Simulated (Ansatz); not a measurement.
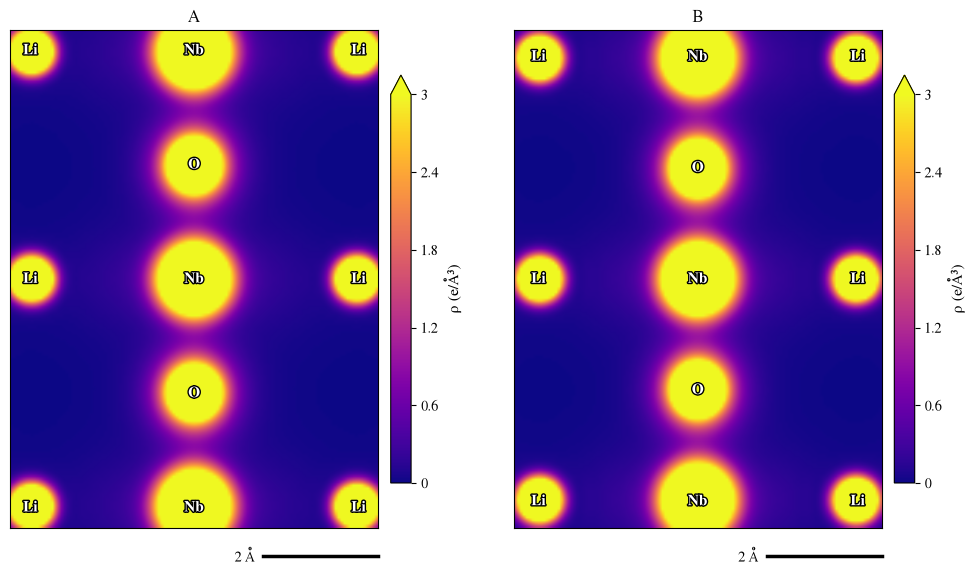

Li5NbO5. The valence pseudo-density of two cells that differ in size, on the (110) plane of each (indices in the axes of the calculation cell), at one length scale and on one colour scale; one has 8.5 and the other 9.2 Å³ an atom.

These are results of DFT LDA, scalar-relativistic, plane waves, PAW in Ansatz, not measurements.

The density is the valence pseudo-density of a PAW calculation; it isn't the true density close to the nuclei.

### Which panel shows the smaller cell, and what does the compression change?

Panel B is the smaller cell, by 8 % in volume. From the larger cell to the smaller, Nb–O goes from 1.98 to 1.93 Å, and the density at its midpoint from 0.89 to 1 e/Å³; the pressure goes from −1.5 to 15 GPa; the Kohn–Sham gap goes from 3.1 eV to 3.4 eV.

PAW datasets: the set soft_1.
